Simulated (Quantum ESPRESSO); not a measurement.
Single-point calculation of YN (part 2 of 2)

The same run, continued: YN (2 atoms in the cell); Kohn-Sham DFT of a periodic cell, PBE, DFT+U, spin-orbit coupling, PseudoDojo 0.4 FR PBE stringent, no spin polarisation (Quantum ESPRESSO 7.5); cutoff 1142.88 eV, 6×6×6 k-mesh, fermi-dirac of 0.05 eV. The structure derives from an entry of the Crystallography Open Database. The geometry was changed: volume scaled by 1.08.

Geometry of the input (Å; fractional positions):
```
0.0000  2.5019  2.5019
2.5019  0.0000  2.5019
2.5019  2.5019  0.0000
Y  0.0000  0.0000  0.0000
N  0.5000  0.5000  0.5000
```

### The program's output, continued
```
     total energy              =    -102.41018011 Ry
     estimated scf accuracy    <       0.00000041 Ry

     iteration #  9     ecut=    84.00 Ry     beta= 0.30
     Davidson diagonalization with overlap
     ethr =  2.55E-09,  avg # of iterations =  1.1

     total energy              =    -102.41018017 Ry
     estimated scf accuracy    <       0.00000003 Ry

     iteration # 10     ecut=    84.00 Ry     beta= 0.30
     Davidson diagonalization with overlap
     ethr =  1.71E-10,  avg # of iterations =  1.8

     total energy              =    -102.41018018 Ry
     estimated scf accuracy    <          5.1E-10 Ry

     iteration # 11     ecut=    84.00 Ry     beta= 0.30
     Davidson diagonalization with overlap
     ethr =  3.19E-12,  avg # of iterations =  2.2

     End of self-consistent calculation

     ================= HUBBARD OCCUPATIONS ================
     ------------------------ ATOM    1 ------------------------
     Tr[ns(  1)] (up, down, total) =   0.81984  0.81984  1.63968
     eigenvalues:
       0.121  0.121  0.122  0.122  0.122  0.122  0.228  0.228  0.228  0.228
     eigenvectors (columns):
      -0.000  0.000 -0.002  0.006  0.001 -0.004  0.358  0.117  0.085  0.371
       0.000 -0.000  0.211 -0.029 -0.449  0.001 -0.002  0.006 -0.006  0.001
      -0.576 -0.038 -0.107  0.176 -0.551  0.272 -0.000  0.004  0.003 -0.002
       0.000  0.000 -0.001 -0.008  0.002  0.002 -0.593 -0.000  0.302  0.508
       0.038 -0.573 -0.035 -0.486 -0.220 -0.297 -0.004 -0.000  0.002  0.003
       0.000  0.000 -0.004  0.001  0.008 -0.000 -0.246  0.664 -0.694  0.127
       0.004 -0.063 -0.071  0.576  0.011 -0.305 -0.006 -0.001  0.001 -0.001
      -0.038  0.573 -0.143 -0.226 -0.244 -0.693 -0.007 -0.002  0.000 -0.003
       0.000 -0.000 -0.000  0.000 -0.000  0.000 -0.000 -0.000 -0.000  0.000
      -0.576 -0.038  0.703 -0.050  0.332 -0.246 -0.000 -0.007 -0.006  0.004
     occupations, | n_(i1, i2)^(sigma1, sigma2) |:
       0.228  0.000  0.000  0.000  0.000  0.000  0.001  0.001  0.000  0.000
       0.000  0.121  0.000  0.000  0.000  0.001  0.000  0.000  0.001  0.000
       0.000  0.000  0.121  0.000  0.000  0.001  0.000  0.000  0.001  0.000
       0.000  0.000  0.000  0.228  0.001  0.000  0.001  0.001  0.000  0.000
       0.000  0.000  0.000  0.001  0.121  0.000  0.000  0.000  0.000  0.000
       0.000  0.001  0.001  0.000  0.000  0.228  0.000  0.000  0.000  0.000
       0.001  0.000  0.000  0.001  0.000  0.000  0.121  0.000  0.000  0.000
       0.001  0.000  0.000  0.001  0.000  0.000  0.000  0.121  0.000  0.000
       0.000  0.001  0.001  0.000  0.000  0.000  0.000  0.000  0.228  0.001
       0.000  0.000  0.000  0.000  0.000  0.000  0.000  0.000  0.001  0.121
     Atomic magnetic moment mx, my, mz =    -0.000000   -0.000000   -0.000000

     Number of occupied Hubbard levels =    1.6397

          k = 0.0000 0.0000 0.0000 (  2733 PWs)   bands (ev):

   -30.1494 -30.1494 -10.8390 -10.8390  -9.3634  -9.3634  -9.3634  -9.3634
    -1.0276  -1.0276  11.6884  11.6884  11.7393  11.7393  11.7393  11.7393
    14.9500  14.9500  15.4618  15.4618  15.4618  15.4618  15.5198  15.5198
    16.9260  16.9260  16.9260  16.9260  21.8998  21.8998  33.2684  33.2684
    33.2685  33.3513

          k = 0.1179 0.1179-0.1179 (  2740 PWs)   bands (ev):

   -30.1255 -30.1255 -10.9181 -10.9181  -9.5228  -9.5228  -9.3809  -9.3809
    -0.6556  -0.6556  10.3747  10.3747  11.0833  11.0833  11.1013  11.1013
    15.4212  15.4212  16.0317  16.0317  16.0609  16.0609  16.4978  16.4978
    17.9946  17.9946  18.0012  18.0012  23.3646  23.3646  29.7485  29.7485
    30.6277  30.6277

          k = 0.2357 0.2357-0.2357 (  2761 PWs)   bands (ev):

   -30.0527 -30.0527 -11.1052 -11.1052  -9.7812  -9.7812  -9.4166  -9.4166
     0.0962   0.0962   8.7173   8.7173  10.1979  10.1979  10.2007  10.2007
    16.0662  16.0662  17.3784  17.3784  17.4096  17.4096  18.1883  18.1883
    20.0523  20.0523  20.0733  20.0733  24.3808  24.3808  26.5843  26.5843
    26.7234  26.7234

          k =-0.3536-0.3536 0.3536 (  2764 PWs)   bands (ev):

   -30.0021 -30.0021 -11.2123 -11.2123  -9.8840  -9.8840  -9.4351  -9.4351
     0.4819   0.4819   8.0474   8.0474   9.8447   9.8447   9.8469   9.8469
    17.4739  17.4739  17.5707  17.5707  18.2976  18.2976  18.3452  18.3452
    21.3553  21.3553  21.3847  21.3847  24.1930  24.1930  24.3741  24.3741
    24.5229  24.5229

          k = 0.2357 0.0000-0.0000 (  2738 PWs)   bands (ev):

   -30.1186 -30.1186 -10.9368 -10.9368  -9.5317  -9.5317  -9.4275  -9.4275
    -0.5917  -0.5917   9.8293   9.8293  11.3962  11.3962  11.4426  11.4426
    14.5434  14.5434  15.9675  15.9675  16.7396  16.7396  16.7797  16.7797
    17.2563  17.2563  19.3177  19.3177  23.8506  23.8506  29.5199  29.5199
    29.6877  29.6877

          k = 0.3536 0.1179-0.1179 (  2738 PWs)   bands (ev):

   -30.0666 -30.0666 -11.0676 -11.0676  -9.7325  -9.7325  -9.4751  -9.4751
    -0.1053  -0.1053   9.0359   9.0359  10.5576  10.5576  10.8434  10.8434
    14.6502  14.6502  17.3608  17.3608  17.8543  17.8543  17.9741  17.9741
    18.5056  18.5056  20.7960  20.7960  24.9715  24.9715  26.7698  26.7698
    26.9960  26.9960

          k =-0.2357-0.4714 0.4714 (  2742 PWs)   bands (ev):

   -30.0167 -30.0167 -11.1773 -11.1773  -9.8664  -9.8664  -9.5114  -9.5114
     0.3235   0.3235   8.6078   8.6078   9.9187   9.9187  10.1622  10.1622
    15.9820  15.9820  17.8516  17.8516  18.5952  18.5952  19.0802  19.0802
    20.5264  20.5264  21.2470  21.2470  23.3757  23.3757  25.1669  25.1669
    25.4997  25.4997

          k =-0.1179-0.3536 0.3536 (  2750 PWs)   bands (ev):

   -30.0277 -30.0277 -11.1509 -11.1509  -9.8423  -9.8423  -9.4968  -9.4968
     0.2796   0.2796   8.5716   8.5716   9.9639   9.9639  10.2714  10.2714
    16.4914  16.4914  17.5715  17.5715  17.6481  17.6481  18.6443  18.6443
    20.4226  20.4226  21.3010  21.3010  23.8936  23.8936  24.8613  24.8613
    26.7751  26.7751

          k = 0.0000-0.2357 0.2357 (  2754 PWs)   bands (ev):

   -30.0861 -30.0861 -11.0220 -11.0220  -9.6793  -9.6793  -9.4346  -9.4346
    -0.2157  -0.2157   9.2901   9.2901  10.3563  10.3563  10.9566  10.9566
    15.7155  15.7155  16.3679  16.3679  16.7910  16.7910  17.6031  17.6031
    18.9469  18.9469  19.8888  19.8888  24.8312  24.8312  26.1868  26.1868
    29.9656  29.9656

          k = 0.4714 0.0000-0.0000 (  2754 PWs)   bands (ev):

   -30.0456 -30.0456 -11.1181 -11.1181  -9.7834  -9.7834  -9.5585  -9.5585
    -0.1738  -0.1738   9.2007   9.2007  11.1944  11.1944  11.2647  11.2647
    13.2815  13.2815  17.3880  17.3880  18.0143  18.0143  18.8949  18.8949
    18.9540  18.9540  21.3104  21.3104  24.7977  24.7977  26.9682  26.9682
    27.1162  27.1165

          k =-0.1179-0.5893 0.5893 (  2752 PWs)   bands (ev):

   -30.0242 -30.0242 -11.1749 -11.1749  -9.8527  -9.8527  -9.6206  -9.6206
    -0.0488  -0.0488   9.6544   9.6544  10.4143  10.4143  10.8534  10.8534
    13.8815  13.8815  18.4702  18.4702  19.0566  19.0566  19.1176  19.1176
    19.3116  19.3116  21.4950  21.4950  22.7098  22.7098  26.0626  26.0626
    26.5426  26.5426

          k =-0.0000-0.4714 0.4714 (  2742 PWs)   bands (ev):

   -30.0285 -30.0285 -11.1694 -11.1694  -9.8627  -9.8627  -9.6164  -9.6164
     0.1938   0.1938   9.1855   9.1855  10.1793  10.1793  10.2623  10.2623
    15.7095  15.7095  17.5615  17.5615  18.4651  18.4651  18.7755  18.7755
    20.7691  20.7691  22.7838  22.7838  23.3792  23.3792  23.4519  23.4519
    27.1652  27.1652

          k =-0.7071 0.0000 0.0000 (  2778 PWs)   bands (ev):

   -30.0142 -30.0142 -11.2013 -11.2013  -9.8826  -9.8826  -9.6268  -9.6268
    -0.2420  -0.2420   9.9219   9.9219  11.1923  11.1923  11.2736  11.2736
    12.7923  12.7923  18.3715  18.3715  18.4690  18.4690  19.6962  19.6962
    19.7614  19.7614  21.1821  21.1821  21.7522  21.7522  26.8402  26.8402
    27.0140  27.0140

          k =-0.2357-0.4714 0.7071 (  2750 PWs)   bands (ev):

   -30.0336 -30.0336 -11.1423 -11.1423  -9.8239  -9.8239  -9.5667  -9.5667
     0.1025   0.1025   9.0584   9.0584  10.2159  10.2159  10.5957  10.5957
    14.9882  14.9882  17.7070  17.7070  18.4104  18.4104  18.6523  18.6523
    19.9331  19.9331  21.5271  21.5271  23.6966  23.6966  25.1380  25.1380
    27.4162  27.4162

          k =-0.1179-0.3536 0.5893 (  2734 PWs)   bands (ev):

   -30.0278 -30.0278 -11.1718 -11.1718  -9.8547  -9.8547  -9.6240  -9.6240
     0.1941   0.1941   9.2289   9.2289  10.1302  10.1302  10.2421  10.2421
    16.2981  16.2981  16.4321  16.4321  18.9490  18.9490  19.1980  19.1980
    20.3937  20.3937  22.4614  22.4614  23.0919  23.0919  24.5853  24.5853
    26.2354  26.2354

          k =-0.7071 0.2357 0.0000 (  2742 PWs)   bands (ev):

   -30.0289 -30.0289 -11.1808 -11.1808  -9.8400  -9.8400  -9.6823  -9.6823
    -0.0016  -0.0016  10.0615  10.0615  10.1120  10.1120  10.5259  10.5259
    14.6071  14.6071  17.6815  17.6815  18.4960  18.4960  19.7357  19.7357
    19.7689  19.7689  22.4024  22.4024  22.6459  22.6459  25.1711  25.1711
    26.8126  26.8126

     the Fermi energy is    12.2601 ev

!    total energy              =    -102.41018018 Ry
     estimated scf accuracy    <          1.4E-10 Ry
     smearing contrib. (-TS)   =      -0.00000006 Ry
     internal energy E=F+TS    =    -102.41018012 Ry

     The total energy is F=E-TS. E is the sum of the following terms:
     one-electron contribution =     -10.34058451 Ry
     hartree contribution      =      13.33816690 Ry
     xc contribution           =     -22.11112550 Ry
     ewald contribution        =     -83.46943675 Ry
     Hubbard energy            =       0.17279974 Ry

     convergence has been achieved in  11 iterations

     Forces acting on atoms (cartesian axes, Ry/au):

     atom    1 type  1   force =     0.00000000   -0.00000000    0.00000000
     atom    2 type  2   force =    -0.00000000    0.00000000   -0.00000000

     Total force =     0.000000     Total SCF correction =     0.000000

     Computing stress (Cartesian axis) and pressure

          total   stress  (Ry/bohr**3)                   (kbar)     P=      -30.96
  -0.00021046  -0.00000000  -0.00000000          -30.96       -0.00       -0.00
  -0.00000000  -0.00021046  -0.00000000           -0.00      -30.96       -0.00
  -0.00000000  -0.00000000  -0.00021046           -0.00       -0.00      -30.96

=------------------------------------------------------------------------------=
   JOB DONE.
=------------------------------------------------------------------------------=
```

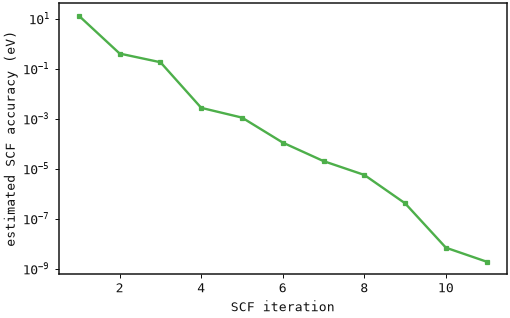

**Figure 1.** Convergence of the self-consistent field: estimated SCF accuracy against the iteration. The field takes 11 iterations in all.

### Results in brief

```tsv
quantity	value
outcome	converged
space group (tolerance 0.01 Å)	Fm-3m (225)
electrons treated	16
free energy	−1393.3615 eV
Fermi energy	12.260 eV
gap on the k-point mesh	1.05 eV
pressure	−3.10 GPa
largest force (length of the vector)	under 0.001 eV/Å
wall time	29 s
peak memory	0.17 GiB
```
